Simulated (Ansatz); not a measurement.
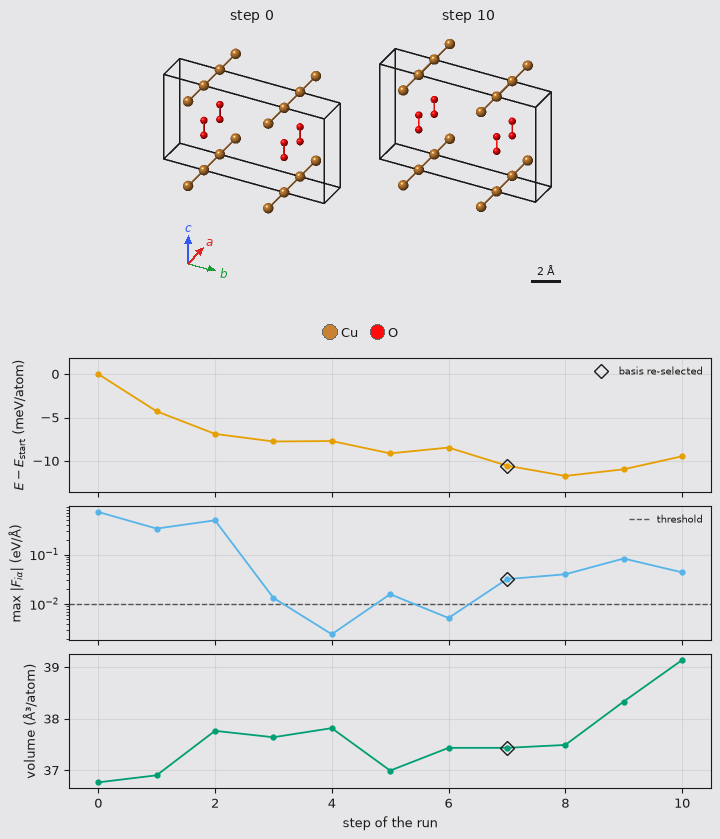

First and last geometry of a relaxation of solid CuO₂ (set up in Pmmm), with the history of the run. Style: ball-and-stick. Shown: the cell of the calculation, from a free direction.

Case: antiferromagnetic, doubled cell, propagation vector (0, 1/2, 0).

Level of theory: DFT PBE, scalar-relativistic, plane waves, PAW in Ansatz.

Input
```yaml
crystal:
  lattice:
    - [2.421291, 0.0, 0.0]
    - [0.0, 12.891904, 0.0]
    - [0.0, 0.0, 7.067043]
  atoms:
    - { symbol: Cu, position: [0.0, 0.25, 0.0] }
    - { symbol: O, position: [0.0, 0.25, 0.412435], spin: 1.0 }
    - { symbol: O, position: [0.0, 0.25, 0.587565], spin: 1.0 }
    - { symbol: Cu, position: [0.0, 0.75, 0.0] }
    - { symbol: O, position: [0.0, 0.75, 0.412435], spin: -1.0 }
    - { symbol: O, position: [0.0, 0.75, 0.587565], spin: -1.0 }
basis:
  ecutwfc: 420
kpoints:
  mp_grid: { grid: [18, 4, 6] }
hamiltonian:
  xc: pbe
scf:
  occupations: { method: gaussian, width: 0.1 }
  lower_state_search: "off"
output:
  forces: true
  stress: true
  eigenvalues: true
  populations: true
magnetization:
  spin_polarized: true
relax:
  adjacent_minimum: "off"
  f_tol: 0.01
  max_steps: 60
  cell: { stress_tol: 0.05 }
```

Command:
```bash
ansatz run input.yaml --threads 1 --pin off --max-ram 2560MiB --backend cpu --events-out ev --progress --plain --runs-dir out
```

**Did the run converge, and what did it change?**

The run was cut off at its time limit before the relaxation converged, so the last structure is only a point on the way. The largest moves relative to the cell, 0.083 Å, are those of O2, O3, O5 and O6. O2 goes along +c. Cu stays in place. Cell: a 2.421 → 2.367 Å (−2.3 %), b 12.892 → 12.519 Å (−2.9 %), c 7.067 → 7.926 Å (+12.1 %). Volume +6.5 %. Near-neighbour distances that change, for instance: Cu1–Cu1 2.421 → 2.367 Å, O2–O3 1.238 → 1.222 Å. The space group stays Pmmm (No. 47). Over 9 accepted moves (10 points after the start) the energy falls by 9.5 meV per atom. Largest force component: 0.72 eV/Å at the start, 0.044 eV/Å at the end. Pressure: −0.62 GPa at the start and 0.00 GPa at the end. The SCF was repeated once at an unchanged geometry on a basis and grid sized afresh for the cell, which shifted the energy by 2.1 meV per atom at most.

```csv
step,"E − E(0), meV/atom","largest force component, eV/Å","pressure, GPa","volume, Å³/atom",note
0,0.00,0.7248,-0.62,36.766,
1,-4.28,0.3344,-0.26,36.903,
2,-6.88,0.4913,0.39,37.766,
3,-7.76,0.0133,0.06,37.641,
4,-7.71,0.0024,0.00,37.818,
5,-9.12,0.0158,0.03,36.995,
6,-8.46,0.0052,-0.02,37.436,
7,-10.54,0.0318,0.07,37.436,"same geometry, new basis"
8,-11.72,0.0398,0.10,37.492,
9,-10.95,0.0830,0.09,38.334,
10,-9.46,0.0436,0.00,39.138,
```
